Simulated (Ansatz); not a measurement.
## GaP: single-point calculation

GaP (I-4m2, 2 atoms in the cell), computed with DFT r2SCAN, scalar-relativistic, plane waves, PAW, no spin polarisation (Ansatz 0.2.0).

The structure derives from an entry of the Crystallography Open Database. It belongs to a series of runs on one base structure; here: ratio of the length along z to the lengths across it x 1.5, volume and fractional coordinates fixed. Figures and captions count atoms from 1; the log counts them from 0 in places.

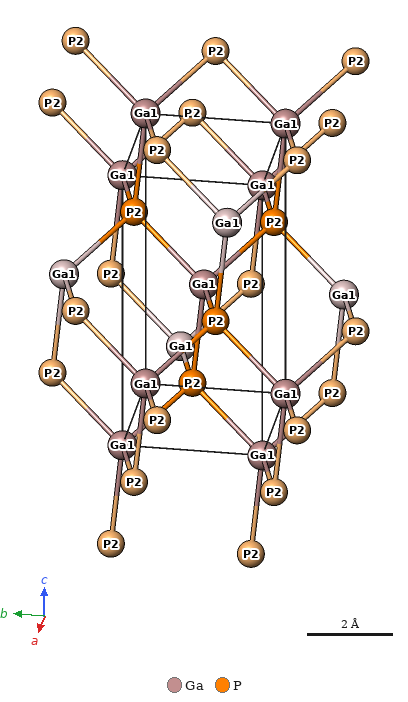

*The structure as given in the input (ball-and-stick view of the cell 2 times as large as that of the calculation, set on its symmetry axes, seen at an oblique angle; neighbours outside the cell are drawn fainter; atoms are numbered from 1 in the order of the input). An atom can appear more than once, as a periodic image.*

Near neighbours in the periodic cell (some may lie outside the picture): Ga has 4 P at 2.45 Å; P has 4 Ga at 2.45 Å.

Input:
```yaml
crystal:
  lattice:
    - [0.0, 2.3807251615, 3.5710877423]
    - [2.3807251615, 0.0, 3.5710877423]
    - [2.3807251615, 2.3807251615, 0.0]
  atoms:
    - { symbol: Ga, position: [0.0, 0.0, 0.0] }
    - { symbol: P, position: [0.75, 0.75, 0.75] }
basis:
  ecutwfc: 500
kpoints:
  mp_grid: { grid: [10, 10, 10] }
hamiltonian:
  xc: r2scan
scf:
  occupations: { method: gaussian, width: 0.05 }
output:
  forces: true
  stress: true
  eigenvalues: true
  write_density: true
  write_potential: true
  elf: true
  volumetric_format: npy
```

Machine: 1 thread of Intel Xeon @ 2.50GHz (Skylake/Cascade Lake), 189 GiB of memory available, shared host.

Launched with:
```bash
ansatz run input.yaml --threads 1 --pin off --max-ram 2560MiB --backend cpu --events-out ev --progress --plain --runs-dir out
```

Log:
```
Engine: ansatz 0.2.0, x86_64-unknown-linux-gnu
Pseudopotentials: kind: paw
Pseudopotential: Ga, paw, valence charge 13, recommended cutoff 500 eV (meta_gga), Ga.paw.azcp
Pseudopotential: P, paw, valence charge 5, recommended cutoff 500 eV (meta_gga), P.paw.azcp
Functional definition: r2SCAN
  parameter k0 = 0.174
  parameter k1 = 0.065
  parameter a1 = 4.9479
  exchange = r2scan_x(k0 = k0, k1 = k1, a1 = a1)
  correlation = r2scan_c
Crystal: 2 atoms, lattice volume = 40.481 Å³
Basis set: ecut = 500 eV, 1033 PW (Γ), exchange–correlation on 128×128×100 points (64 copies of the dense FFT grid, shifted against one another)
Bands: 13, of which v1, the nominal top of the filled ones, is band 9 counted from 1 (8 counted from 0)
Symmetry: 8 space group operations
Space group: I-4m2 (ITA 119), of the structure as read, at distance tolerance 3.4e-5 Å
k-points: 102 of 1000 (time reversal used)
Non-local potential: Ga, projectors of the file, l = 0: 2, l = 1: 2, l = 2: 3, l = 3: 1
Non-local potential: P, projectors of the file, l = 0: 2, l = 1: 2, l = 2: 2
PAW form: soft (Blöchl's): semilocal exchange-correlation on the pseudo side does not see the compensation charge
PAW frozen core: Ga, regenerated for the run's functional (the file was generated under x = pbe(κ = 0.804, μ = 0.2195149727645171), c = pbe(β = 0.06672455060314922))
PAW frozen core: P, regenerated for the run's functional (the file was generated under x = pbe(κ = 0.804, μ = 0.2195149727645171), c = pbe(β = 0.06672455060314922))
PAW one-centre angular grid: Ga, 590 points (default); XC on 160 Gauss nodes
PAW one-centre angular grid: P, 302 points (default); XC on 160 Gauss nodes
Initial density: superposition of atomic densities (neutral atoms: chi_scale 0, normalization atom), corrected by the library's trained network
Initial wavefunctions: pseudopotential atomic-orbital guess
Functional: x = r2scan, c = r2scan; τ floored in thin density (d = 2e-4 eV/Å³)
SCF iter   1: F=—  HF=-4549.032528 eV  |F-HF|=—  |Δ(HF+E_count)|=         —  Δρ=9.32e-3  dr2=1.62e-2  dr2_τ=4.47e-3  ethr=1.77e-3  ⟨swp⟩=6.0  Hψ=8447  notcnv=0
preconditioner: auto → Kerker (q_TF=auto, 2.384 Å⁻¹)  [metal: Δε(μ)=0.023 eV  Ē_g=15.906 eV  σ=0.050 eV  W_gap=0.26  n_scr=10 (ndim 8)  ℏωp=24.8 eV  f_vac=0.000  D(μ)=0.88/eV (n_scr^D=2)]
SCF iter   2: F=—  HF=-4549.042613 eV  |F-HF|=—  |Δ(HF+E_count)|=   1.01e-2  Δρ=3.69e-3  dr2=4.92e-3  dr2_τ=6.12e-5  ethr=9.01e-5  ⟨swp⟩=2.3  Hψ=3508  notcnv=0  defer=4
SCF iter   3: F=—  HF=-4549.042510 eV  |F-HF|=—  |Δ(HF+E_count)|=   1.03e-4  Δρ=2.65e-3  dr2=2.33e-3  dr2_τ=1.12e-5  ethr=2.73e-5  ⟨swp⟩=2.5  Hψ=2283  notcnv=0  defer=4
SCF iter   4: F=—  HF=-4549.042565 eV  |F-HF|=—  |Δ(HF+E_count)|=   5.52e-5  Δρ=4.79e-4  dr2=8.59e-5  dr2_τ=1.39e-6  ethr=1.29e-5  ⟨swp⟩=2.5  Hψ=1761  notcnv=0  defer=4
SCF iter   5: F=—  HF=-4549.042616 eV  |F-HF|=—  |Δ(HF+E_count)|=   5.12e-5  Δρ=1.46e-4  dr2=1.80e-5  dr2_τ=2.12e-7  ethr=4.77e-7  ⟨swp⟩=3.0  Hψ=2316  notcnv=0  defer=4
SCF iter   6: F=—  HF=-4549.042617 eV  |F-HF|=—  |Δ(HF+E_count)|=   7.52e-7  Δρ=3.73e-5  dr2=6.15e-7  dr2_τ=3.39e-8  ethr=9.98e-8  ⟨swp⟩=2.0  Hψ=1694  notcnv=0  defer=4
SCF iter   7: F=-4549.042617 eV  HF=-4549.042617 eV  |F-HF|=9.49e-9  |Δ(HF+E_count)|=   3.18e-7  Δρ=1.19e-5  dr2=7.55e-8  dr2_τ=6.87e-10  ethr=5.56e-10  ⟨swp⟩=11.6  Hψ=10243  notcnv=0
SCF 1 converged in 7 iterations: F = -4549.042617 eV  dr2 = 7.55e-8
  greatest PAW one-centre occupation: 0.994 electrons in one spin orbital (limit 2), on the Ga atom at site 0 (counted from 0), in its partial waves of l = 2
```

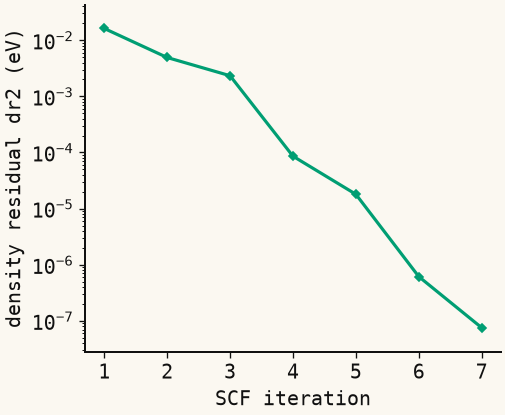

*Convergence of the self-consistent field: density residual dr2 against the SCF iteration.*

The residual falls at every step.

```
SCF converged after 7 iterations
Free energy (F): -4549.042617 eV
Harris-Foulkes:  -4549.042617 eV  (|F-HF|=9.49e-9)
Internal energy: -4549.041426 eV  (E = F + TS)
E sigma→0 (E₀):  -4549.042021 eV
Entropy (-TS):   -0.001191 eV (-0.596 meV/atom)
Fermi energy:    7.817971 eV
--- Per-component energies (eV) ---
  E_band       = -65.523165
  E_kinetic    = 183.704451
  E_local      = -2169.453629  (includes V_loc(G=0)·N_el)
  E_nonlocal   = 460.079389
  E_hartree    = 1004.727695
  E_xc         = -119.678616
  E_vxc        = -123.109900  (∫ρ·V_xc dr)
  E_paw        = -2579.303919  (= ΣΔE_a)
  E_vpaw       = -432.235667  (= ΣTr[D̂ρ^β])
  E_aug_tail   = -0.000038  (compensation charges beyond the density's cutoff)
  E_vtau       = 6.043107  (kinetic-family band-sum trace: ∫τ·v_τ [+ j·A + Jᵃ·Aᵃ] dr)
  E_ewald      = -1328.372847
  E_core_change = -0.743912  (= ΣΔE_core)
  E_smearing   = -0.001191  (= −TS)
  E_closure    = 0.000000  (closes the sum)
  Σ components = -4549.042617   (vs F -4549.042617, Δ=0.00e0)
--- Forces (eV/Å), atoms counted from 1 ---
  atom   1  Ga     0.00000000    -0.00000000     0.00000000
  atom   2  P     -0.00000000     0.00000000     0.00000000
  max |Σ_I F_I| component: 1.46e-16 eV/Å
--- Stress (GPa, compression-positive) ---
       10.055073      -0.000000      -0.000000
       -0.000000      10.055073       0.000000
       -0.000000       0.000000     -23.369011
  P = ⅓ Tr σ = -1.0863 GPa (-10.863 kbar)
--- Band table (eV; the first three rows and the last of 102) ---
  k-point 0: bands = ["-8.2322", "-8.0947", "-8.0939", "-8.0939", "-8.0822", "-5.8527", "4.4553", "6.7549", "8.2288", "8.2288", "11.9191", "11.9191", "12.6763"]
  k-point 1: bands = ["-8.2271", "-8.1081", "-8.0925", "-8.0848", "-8.0845", "-5.7128", "4.0930", "6.6349", "8.0129", "8.2050", "11.1242", "12.1454", "13.2245"]
  k-point 2: bands = ["-8.2150", "-8.1314", "-8.0936", "-8.0866", "-8.0698", "-5.3052", "3.2680", "5.6358", "8.0343", "8.1673", "10.6350", "12.7394", "13.6029"]
  k-point 101: bands = ["-8.2734", "-8.0797", "-8.0706", "-8.0706", "-8.0568", "-4.0977", "-1.4691", "6.6776", "6.6776", "11.5851", "11.8705", "15.3878", "17.5515"]
```

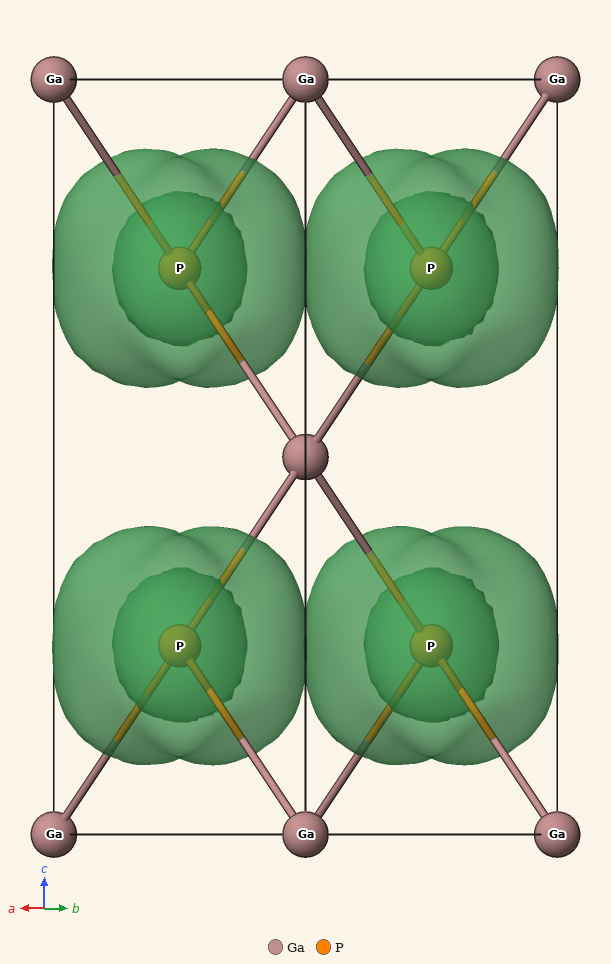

*Isosurface of the ELF at 0.7 (green), seen along [110]. Only the valence region is drawn (cores and ρ < 0.01 e/Å³ removed). Sticks mark near contacts. The outline is the cell set on symmetry axes.*

Values along the shortest contacts: Ga–P (2.45 Å): the ELF is about 0.70 at the midpoint. In a PAW calculation such maps are meaningful between the atoms, not at the nuclei.

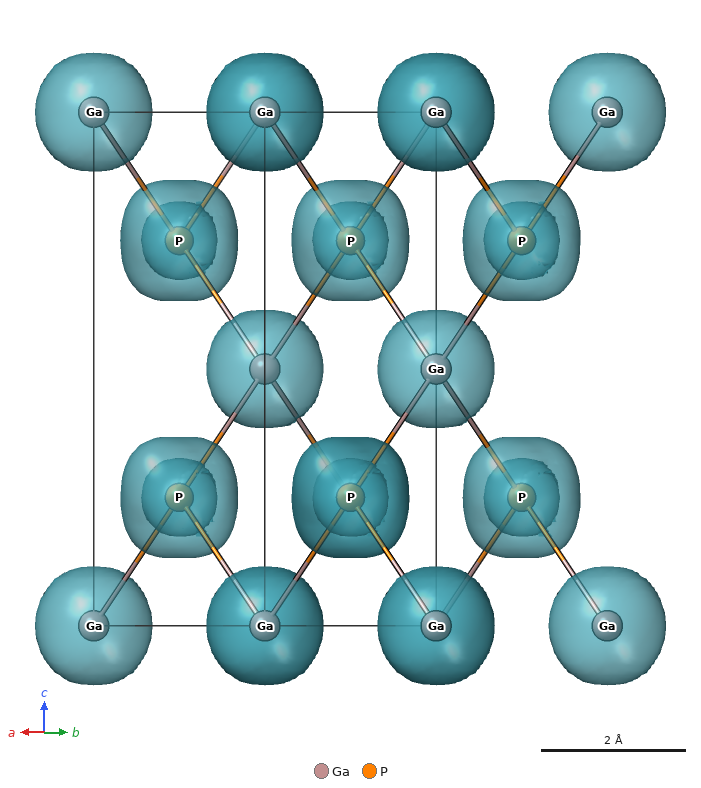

*Isosurface of the valence electron density at 0.6 e/Å³ (cyan), seen along [110]. Sticks mark near contacts. The outline is the cell set on symmetry axes.*

At this value the density breaks into separate islands; it holds about 60 % of the electrons treated as valence (semicore included). It is pinched off along the Ga–P (2.45 Å) contacts. On the grid the lowest density along these lines, outside the cores, is 0.44 e/Å³ (Ga–P, 2.45 Å).

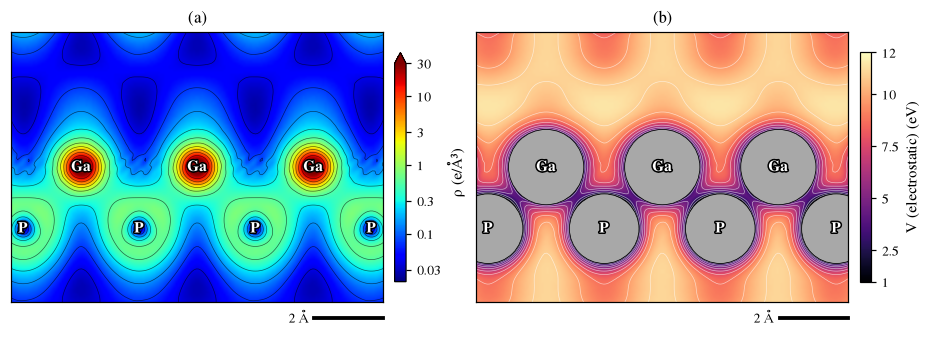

*(a) valence charge density (pseudo); (b) electrostatic potential (local pseudopotential plus Hartree) felt by an electron on the (010) plane of the conventional cell. Grey discs, where drawn, cover atomic cores.*

Ga–P (2.45 Å): ρ is about 0.46 e/Å³ halfway. Away from the nuclei the density in this plane falls to 0.03 e/Å³ at its lowest. Outside the cores the potential energy rises away from the atoms and is highest about 2.4 Å from the nearest atoms; outside the discs it spans about 10 eV, and its zero is arbitrary.

Key numbers:

| quantity | value |
| --- | --- |
| outcome | converged |
| space group (tolerance 0.01 Å) | I-4m2 (119) |
| electrons treated | 18 |
| free energy | −4549.0426 eV |
| Fermi energy | 7.818 eV |
| gap on the k-point mesh | none (metallic) |
| pressure | −1.09 GPa |
| largest force (length of the vector) | under 0.001 eV/Å |
| wall time | 31 s |
| peak memory | 0.5 GiB |
